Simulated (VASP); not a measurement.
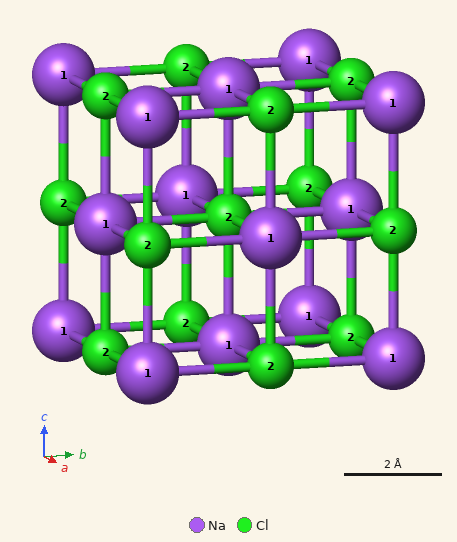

The starting structure (ball-and-stick view of the cell 4 times as large as that of the calculation, set on its symmetry axes, seen slightly off an axis; atoms are numbered from 1 in the order of the input).

**Run report: NaCl, geometry relaxation**

System: NaCl (2 atoms in the cell).
Method: Kohn-Sham DFT of a periodic cell, PBE, VASP PAW PBE potentials, recommended, no spin polarisation (VASP 6.6.1).

The structure derives from an entry of the Crystallography Open Database.

**INCAR**
```
SYSTEM = NaCl
  PREC = Accurate
  ENCUT = 600
  EDIFF = 1E-7
  ISMEAR = 0
  SIGMA = 0.03
  LREAL = .False.
  LASPH = .True.
  NELM = 80
  ALGO = Normal
  ISIF = 3
  LWAVE = .False.
  LCHARG = .False.
  GGA = PE
  IBRION = 2
  NSW = 90
  EDIFFG = -0.005
  PSTRESS = 66.6
```

**KPOINTS**
```
regular mesh
0
Gamma
  8 8 8
  0 0 0
```

**POSCAR**
```
NaCl                                    
1.0
    0.0000000000      2.6806440450      2.6806440450
    2.6806440450     -0.0000000000      2.6806440450
    2.6806440450      2.6806440450      0.0000000000
  Na              Cl            
     1     1
Direct
     0.0000000000000000    0.0000000000000000    0.0000000000000000
     0.5000000000000000    0.5000000000000000    0.5000000000000000
```

Hardware: 1 thread of Intel Xeon @ 2.50GHz (Skylake/Cascade Lake), 96 GiB of memory available, shared host.

Command:
```bash
cat potpaw_PBE.64/Na_pv/POTCAR potpaw_PBE.64/Cl/POTCAR > POTCAR
mpirun -np 1 vasp_std > vasp.out
```

**OSZICAR**
```
N       E                     dE             d eps       ncg     rms          rms(c)
DAV:   1     0.104222020950E+03    0.10422E+03   -0.81799E+03   638   0.147E+03
DAV:   2     0.131809342670E+01   -0.10290E+03   -0.96881E+02   711   0.316E+02
DAV:   3    -0.666602294042E+01   -0.79841E+01   -0.79343E+01   784   0.841E+01
DAV:   4    -0.682158938362E+01   -0.15557E+00   -0.15544E+00   718   0.127E+01
DAV:   5    -0.682506723971E+01   -0.34779E-02   -0.34775E-02   834   0.184E+00    0.225E+00
DAV:   6    -0.665270778115E+01    0.17236E+00   -0.32565E-01   776   0.430E+00    0.172E+00
DAV:   7    -0.664017131568E+01    0.12536E-01   -0.89825E-02   767   0.226E+00    0.113E+00
DAV:   8    -0.664467466304E+01   -0.45033E-02   -0.79231E-03   683   0.106E+00    0.232E-01
DAV:   9    -0.664461710949E+01    0.57554E-04   -0.16677E-04   784   0.145E-01    0.105E-01
DAV:  10    -0.664470616286E+01   -0.89053E-04   -0.17728E-04   683   0.164E-01    0.278E-02
DAV:  11    -0.664470272967E+01    0.34332E-05   -0.14010E-05   751   0.513E-02    0.237E-03
DAV:  12    -0.664470327566E+01   -0.54599E-06   -0.99679E-07   695   0.142E-02    0.105E-03
DAV:  13    -0.664470355053E+01   -0.27487E-06   -0.18185E-07   722   0.355E-03    0.270E-03
DAV:  14    -0.664470340883E+01    0.14169E-06   -0.46710E-08   361   0.176E-03    0.822E-05
DAV:  15    -0.664470340677E+01    0.20666E-08   -0.30232E-09   340   0.575E-04
   1 F= -.50432619E+01 E0= -.50432619E+01  d E =-.504326E+01
       N       E                     dE             d eps       ncg     rms          rms(c)
DAV:   1    -0.664251905166E+01    0.21844E-02   -0.42519E-03   716   0.105E+00    0.905E-02
DAV:   2    -0.664236533867E+01    0.15371E-03   -0.22822E-04   704   0.180E-01    0.370E-02
DAV:   3    -0.664233704728E+01    0.28291E-04   -0.69640E-05   728   0.101E-01    0.179E-02
DAV:   4    -0.664233721090E+01   -0.16362E-06   -0.20976E-06   908   0.170E-02    0.155E-03
DAV:   5    -0.664233709141E+01    0.11948E-06   -0.27880E-07   656   0.404E-03    0.945E-04
DAV:   6    -0.664233715045E+01   -0.59038E-07   -0.10768E-08   343   0.174E-03
   2 F= -.50432791E+01 E0= -.50432791E+01  d E =-.172053E-04
```

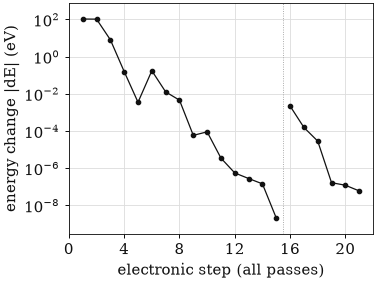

Convergence of the self-consistent field: energy change |dE| against the electronic step. Each stretch between dotted lines is the SCF of one geometry step of a relaxation. The 2 ionic steps take 6 to 15 electronic steps each. The density is held fixed in the first few steps, and dE rises again when its update begins.

**Parts of OUTCAR**
```
SYSTEM = NaCl
   PREC = Accurate
   ENCUT = 600
   EDIFF = 1E-7
   ISMEAR = 0
   LREAL = .False.
   LASPH = .True.
   NELM = 80
   ISIF = 3
   GGA = PE
   IBRION = 2
   NSW = 90
   EDIFFG = -0.005
   PSTRESS = 66.6

 ion  position               nearest neighbor table
   1  0.000  0.000  0.000-   2 2.68   2 2.68   2 2.68   2 2.68   2 2.68   2 2.68
   2  0.500  0.500  0.500-   1 2.68   1 2.68   1 2.68   1 2.68   1 2.68   1 2.68

  LATTYP: Found a face centered cubic cell.
 ALAT       =     5.3612880900

  Lattice vectors:

 A1 = (   0.0000000000,   2.6806440450,   2.6806440450)
 A2 = (   2.6806440450,   0.0000000000,   2.6806440450)
 A3 = (   2.6806440450,   2.6806440450,   0.0000000000)

Analysis of symmetry for initial positions (statically):
=====================================================================
 Subroutine PRICEL returns:
 Original cell was already a primitive cell.

 Routine SETGRP: Setting up the symmetry group for a
 face centered cubic supercell.

 Subroutine GETGRP returns: Found 48 space group operations
 (whereof 48 operations were pure point group operations)
 out of a pool of 48 trial point group operations.

The static configuration has the point symmetry O_h .

Analysis of symmetry for dynamics (positions and initial velocities):
=====================================================================
 Subroutine PRICEL returns:
 Original cell was already a primitive cell.

 Routine SETGRP: Setting up the symmetry group for a
 face centered cubic supercell.

 Subroutine GETGRP returns: Found 48 space group operations
 (whereof 48 operations were pure point group operations)
 out of a pool of 48 trial point group operations.

The dynamic configuration has the point symmetry O_h .

 Subroutine INISYM returns: Found 48 space group operations
 (whereof 48 operations are pure point group operations),
 and found     1 'primitive' translations

----------------------------------------------------------------------------------------

                                     Primitive cell

  volume of cell :      38.5254

  direct lattice vectors                    reciprocal lattice vectors
     0.000000000  2.680644045  2.680644045    -0.186522340  0.186522340  0.186522340
     2.680644045  0.000000000  2.680644045     0.186522340 -0.186522340  0.186522340
     2.680644045  2.680644045  0.000000000     0.186522340  0.186522340 -0.186522340

  length of vectors
     3.791003164  3.791003164  3.791003164     0.323066170  0.323066170  0.323066170

  position of ions in fractional coordinates (direct lattice)
     0.000000000  0.000000000  0.000000000
     0.500000000  0.500000000  0.500000000

  ion indices of the primitive-cell ions
   primitive index   ion index
                 1           1
                 2           2

----------------------------------------------------------------------------------------

 KPOINTS: regular mesh

Automatic generation of k-mesh.
 Grid dimensions read from file:
 generate k-points for:    8    8    8

 Generating k-lattice:

  Cartesian coordinates                     Fractional coordinates (reciprocal lattice)
    -0.023315293  0.023315293  0.023315293     0.125000000  0.000000000  0.000000000
     0.023315293 -0.023315293  0.023315293     0.000000000  0.125000000  0.000000000
     0.023315293  0.023315293 -0.023315293     0.000000000  0.000000000  0.125000000

  Length of vectors
     0.040383271  0.040383271  0.040383271

  Shift w.r.t. Gamma in fractional coordinates (k-lattice)
     0.000000000  0.000000000  0.000000000

 Subroutine IBZKPT returns following result:
 ===========================================

 Found     29 irreducible k-points:

 Following reciprocal coordinates:
            Coordinates               Weight
  0.000000  0.000000  0.000000      1.000000
  0.125000  0.000000  0.000000      8.000000
  0.250000  0.000000  0.000000      8.000000
  0.375000  0.000000  0.000000      8.000000
  0.500000  0.000000  0.000000      4.000000
  0.125000  0.125000  0.000000      6.000000
  0.250000  0.125000  0.000000     24.000000
  0.375000  0.125000  0.000000     24.000000
  0.500000  0.125000  0.000000     24.000000
 -0.375000  0.125000  0.000000     24.000000
 -0.250000  0.125000  0.000000     24.000000
 -0.125000  0.125000  0.000000     12.000000
  0.250000  0.250000  0.000000      6.000000
  0.375000  0.250000  0.000000     24.000000
  0.500000  0.250000  0.000000     24.000000
 -0.375000  0.250000  0.000000     24.000000
 -0.250000  0.250000  0.000000     12.000000
  0.375000  0.375000  0.000000      6.000000
  0.500000  0.375000  0.000000     24.000000
 -0.375000  0.375000  0.000000     12.000000
  0.500000  0.500000  0.000000      3.000000
  0.375000  0.250000  0.125000     24.000000
  0.500000  0.250000  0.125000     48.000000
 -0.375000  0.250000  0.125000     24.000000
 [... further k-points ...]
   k-points           NKPTS =     29   k-points in BZ     NKDIM =     29   number of bands    NBANDS=     11
   number of dos      NEDOS =    301   number of ions     NIONS =      2
   total plane-waves  NPLWV =  27000
   dimension x,y,z NGX =    30 NGY =   30 NGZ =   30
   dimension x,y,z NGXF=    60 NGYF=   60 NGZF=   60
   ions per type =               1   1
   NGX,Y,Z   is equivalent  to a cutoff of  13.16, 13.16, 13.16 a.u.
   NGXF,Y,Z  is equivalent  to a cutoff of  26.31, 26.31, 26.31 a.u.
 SYSTEM =  NaCl
   PREC   = accura    normal or accurate (medium, high low for compatibility)
   ISTART =      0    job   : 0-new  1-cont  2-samecut
   ICHARG =      2    charge: 1-file 2-atom 10-const
   ISPIN  =      1    spin polarized calculation?
   LNONCOLLINEAR =      F non collinear calculations
   LSORBIT =      F    spin-orbit coupling
   LASPH  =      T    aspherical Exc in radial PAW
   ENCUT  =  600.0 eV  44.10 Ry    6.64 a.u.   7.57  7.57  7.57*2*pi/ulx,y,z
   NELM   =     80;   NELMIN=  2; NELMDL= -5     # of ELM steps
   EDIFF  = 0.1E-06   stopping-criterion for ELM
   LREAL  =      F    real-space projection
   EDIFFG = -.5E-02   stopping-criterion for IOM
   NSW    =     90    number of steps for IOM
   IBRION =      2    ionic relax: 0-MD 1-quasi-New 2-CG
   NFREE  =      1    steps in history (QN), initial steepest desc. (CG)
   ISIF   =      3    stress and relaxation
   ISYM   =      2    0-nonsym 1-usesym 2-fastsym
   POTIM  = 0.5000    time-step for ionic-motion
   TEBEG  =    0.0;   TEEND  =   0.0 temperature during run
   PSTRESS=   66.6 pullay stress
   NELECT =      14.0000    total number of electrons
   NUPDOWN=      -1.0000    fix difference up-down
   EMIN   =  10.00;   EMAX   =-10.00  energy-range for DOS
   EFERMI =   0.00;   METHOD = LEGACY
   ISMEAR =     0;   SIGMA  =   0.03  broadening in eV -4-tet -1-fermi 0-gaus
   EFERMI_NEDOS =   21; number of points for ismear=-14 and -15
   IALGO  =     38    algorithm
   IMIX   =      4    mixing-type and parameters
     AMIX     =   0.40;   BMIX     =  1.00
     AMIX_MAG =   1.60;   BMIX_MAG =  1.00
  volume/ion in A,a.u.               =      19.26       129.99
  Fermi-wavevector in a.u.,A,eV,Ry     =   1.168248  2.207669 18.569276  1.364803
  Thomas-Fermi vector in A             =   2.304737
   LORBIT       =      0    0 simple, 1 ext, 2 COOP (PROOUT), +10 PAW based schemes
   GGA     = PE    functional components
   LHFCALC =     F    Hartree Fock is set to
   AEXX    =    0.0000 exact exchange contribution
   IVDW    =     0    specifies the selected vdW correction
   LEPSILON=     F    determine dielectric tensor
   LRPA    =     F    only Hartree local field effects (RPA)
 conjugate gradient relaxation of ions
 non-spin polarized calculation
 Gauss-broadening in eV      SIGMA  =   0.03
  energy-cutoff  :      600.00
  volume of cell :       38.53
 maximum number of plane-waves:      1304
   NGX = 15   NGY = 15   NGZ = 15

--------------------------------------- Ionic step        1  -------------------------------------------

 number of electron      13.9999995 magnetization

 Free energy of the ion-electron system (eV)
  ---------------------------------------------------
  ext. energy  EPLUGINS =         0.00000000
  ---------------------------------------------------
  free energy    TOTEN  =        -6.64470341 eV

  energy without entropy =       -6.64470341  energy(sigma->0) =       -6.64470341

------------------------ aborting loop because EDIFF is reached ----------------------------------------

  FORCE on cell =-STRESS in cart. coord.  units (eV):
  Direction    XX          YY          ZZ          XY          YZ          ZX
  --------------------------------------------------------------------------------------
  -------------------------------------------------------------------------------------
  Total        1.5808642      1.5808642      1.5808642     -0.0000000     -0.0000000      0.0000000
  in kB       65.7442373     65.7442373     65.7442373     -0.0000000     -0.0000000      0.0000000
  external PRESSURE =      -0.8557627 kB  Pullay stress =      66.6000000 kB

 VOLUME and BASIS-vectors are now :
 -----------------------------------------------------------------------------
  energy-cutoff  :      600.00
  volume of cell :       38.53
      direct lattice vectors                 reciprocal lattice vectors
     0.000000000  2.680644045  2.680644045    -0.186522340  0.186522340  0.186522340
     2.680644045  0.000000000  2.680644045     0.186522340 -0.186522340  0.186522340
     2.680644045  2.680644045  0.000000000     0.186522340  0.186522340 -0.186522340

 POSITION                                       TOTAL-FORCE (eV/Angst)
 -----------------------------------------------------------------------------------
      0.00000      0.00000      0.00000        -0.000000      0.000000     -0.000000
      2.68064      2.68064      2.68064         0.000000     -0.000000      0.000000
 -----------------------------------------------------------------------------------
    total drift:                               -0.000000      0.000000      0.000000

  FREE ENERGIE OF THE ION-ELECTRON SYSTEM (eV)
  ---------------------------------------------------
  free  energy   TOTEN  =        -6.6447034068 eV

  energy  without entropy=       -6.6447034068  energy(sigma->0) =       -6.64470341

  enthalpy is  TOTEN    =        -5.0432618661 eV   P V=        1.6014415407

--------------------------------------- Ionic step        2  -------------------------------------------

 number of electron      13.9999995 magnetization

 Free energy of the ion-electron system (eV)
  ---------------------------------------------------
  ext. energy  EPLUGINS =         0.00000000
  ---------------------------------------------------
  free energy    TOTEN  =        -6.64233715 eV

  energy without entropy =       -6.64233715  energy(sigma->0) =       -6.64233715

 E-fermi :   0.4064     XC(G=0):  -8.8432     alpha+bet : -9.4282

 val. band max:        0.2582975742   @ k =   0.0000   0.0000   0.0000
 cond. band min:       6.0286708775   @ k =   0.0000   0.0000   0.0000
 fundamental gap:      5.7703733033
 Fermi energy:         0.4063898209

 k-point     1 :       0.0000    0.0000    0.0000
  band No.  band energies     occupation
      1     -20.3144      2.00000
      2     -20.3144      2.00000
      3     -20.3144      2.00000
      4     -12.8028      2.00000
      5       0.2583      2.00000
      6       0.2583      2.00000
      7       0.2583      2.00000
      8       6.0287      0.00000
      9      11.4959      0.00000
     10      11.4959      0.00000
     11      11.4959      0.00000

 k-point     2 :       0.1250    0.0000    0.0000
  band No.  band energies     occupation
      1     -20.3235      2.00000
      2     -20.3150      2.00000
      3     -20.3150      2.00000
      4     -12.7302      2.00000
      5      -0.2059      2.00000
      6       0.2015      2.00000
      7       0.2015      2.00000
      8       6.5854      0.00000
      9      10.9785      0.00000
     10      11.7304      0.00000
     11      11.7304      0.00000

 k-point     3 :       0.2500    0.0000    0.0000
  band No.  band energies     occupation
      1     -20.3450      2.00000
      2     -20.3163      2.00000
      3     -20.3163      2.00000
      4     -12.5483      2.00000
      5      -1.1229      2.00000
      6       0.0699      2.00000
      7       0.0699      2.00000
      8       7.5268      0.00000
      9      10.6606      0.00000
     10      11.9348      0.00000
     11      11.9348      0.00000

 k-point     4 :       0.3750    0.0000    0.0000
  band No.  band energies     occupation
      1     -20.3660      2.00000
      2     -20.3176      2.00000
      3     -20.3176      2.00000
      4     -12.3556      2.00000
      5      -1.8873      2.00000
      6      -0.0550      2.00000
      7      -0.0550      2.00000
      8       7.8108      0.00000
      9      11.4963      0.00000
     10      11.7104      0.00000
     11      11.7104      0.00000

 k-point     5 :       0.5000    0.0000    0.0000
  band No.  band energies     occupation
      1     -20.3746      2.00000
      2     -20.3181      2.00000
      3     -20.3181      2.00000
      4     -12.2721      2.00000
      5      -2.1777      2.00000
      6      -0.1049      2.00000
      7      -0.1049      2.00000
      8       7.7878      0.00000
      9      11.5845      0.00000
     10      11.5845      0.00000
     11      12.2022      0.00000

 [... the levels of 18 k-points are left out ...]

 k-point    24 :      -0.3750    0.2500    0.1250
  band No.  band energies     occupation
      1     -20.3621      2.00000
      2     -20.3298      2.00000
      3     -20.3225      2.00000
      4     -12.2308      2.00000
      5      -1.8402      2.00000
      6      -0.7361      2.00000
      7      -0.2889      2.00000
      8       8.9675      0.00000
      9      10.3487      0.00000
     10      11.2539      0.00000
     11      12.5450      0.00000

 [... further k-points ...]

------------------------ aborting loop because EDIFF is reached ----------------------------------------

  FORCE on cell =-STRESS in cart. coord.  units (eV):
  Direction    XX          YY          ZZ          XY          YZ          ZX
  --------------------------------------------------------------------------------------
  -------------------------------------------------------------------------------------
  Total        1.5977007      1.5977007      1.5977007     -0.0000000      0.0000000     -0.0000000
  in kB       66.5434661     66.5434661     66.5434661     -0.0000000      0.0000000     -0.0000000
  external PRESSURE =      -0.0565339 kB  Pullay stress =      66.6000000 kB

 VOLUME and BASIS-vectors are now :
 -----------------------------------------------------------------------------
  energy-cutoff  :      600.00
  volume of cell :       38.47
      direct lattice vectors                 reciprocal lattice vectors
    -0.000000000  2.679313497  2.679313497    -0.186614967  0.186614967  0.186614967
     2.679313497 -0.000000000  2.679313497     0.186614967 -0.186614967  0.186614967
     2.679313497  2.679313497  0.000000000     0.186614967  0.186614967 -0.186614967

 POSITION                                       TOTAL-FORCE (eV/Angst)
 -----------------------------------------------------------------------------------
      2.67931     -0.00000      2.67931        -0.000000     -0.000000     -0.000000
      2.67931      2.67931      2.67931         0.000000      0.000000      0.000000
 -----------------------------------------------------------------------------------
    total drift:                                0.000000      0.000000      0.000000

  FREE ENERGIE OF THE ION-ELECTRON SYSTEM (eV)
  ---------------------------------------------------
  free  energy   TOTEN  =        -6.6423371505 eV

  energy  without entropy=       -6.6423371505  energy(sigma->0) =       -6.64233715

  enthalpy is  TOTEN    =        -5.0432790714 eV   P V=        1.5990580791

 reached required accuracy - stopping structural energy minimisation
```

**CONTCAR**
```
NaCl
   1.00000000000000
    -0.0000000000000000    2.6793134969915378    2.6793134969915378
     2.6793134969915378   -0.0000000000000000    2.6793134969915378
     2.6793134969915378    2.6793134969915378    0.0000000000000000
  Na              Cl
     1     1
Direct
     0.0000000000000000    1.0000000000000000    0.0000000000000000
     0.5000000000000000    0.5000000000000000    0.5000000000000000

  0.00000000E+00  0.00000000E+00  0.00000000E+00
  0.00000000E+00  0.00000000E+00  0.00000000E+00
```

**Trajectory as extended XYZ (Å, eV, eV/Å), 2 frames, from step=0 to step=1**
```
2
Lattice="0.0000 2.6806 2.6806 2.6806 0.0000 2.6806 2.6806 2.6806 0.0000" Properties=species:S:1:pos:R:3:forces:R:3 step=0 energy=-6.64470
Na    0.0000    0.0000    0.0000    0.0000   0.0000   0.0000
Cl    2.6806    2.6806    2.6806    0.0000   0.0000   0.0000
2
Lattice="-0.0000 2.6793 2.6793 2.6793 -0.0000 2.6793 2.6793 2.6793 0.0000" Properties=species:S:1:pos:R:3:forces:R:3 step=1 energy=-6.64234
Na    2.6793    0.0000    2.6793    0.0000   0.0000   0.0000
Cl    2.6793    2.6793    2.6793    0.0000   0.0000   0.0000
```

**Key numbers**

| quantity | value |
| --- | --- |
| outcome | converged |
| space group (tolerance 0.01 Å) | Fm-3m (225) |
| electrons treated | 14 |
| free energy | −6.6423 eV |
| Fermi energy | 0.406 eV |
| gap on the k-point mesh | 5.77 eV |
| pressure | 6.65 GPa |
| final volume | 38.47 Å³ |
| largest force (length of the vector) at the end | under 0.001 eV/Å |
| final cell | a = 3.789 Å, b = 3.789 Å, c = 3.789 Å, α = 60.00°, β = 60.00°, γ = 60.00° |
| wall time | 28 s |
| peak memory | 0.16 GiB |

**Notes**

The cell was relaxed to the target pressure of the input; what is minimised is then the enthalpy E + pV.
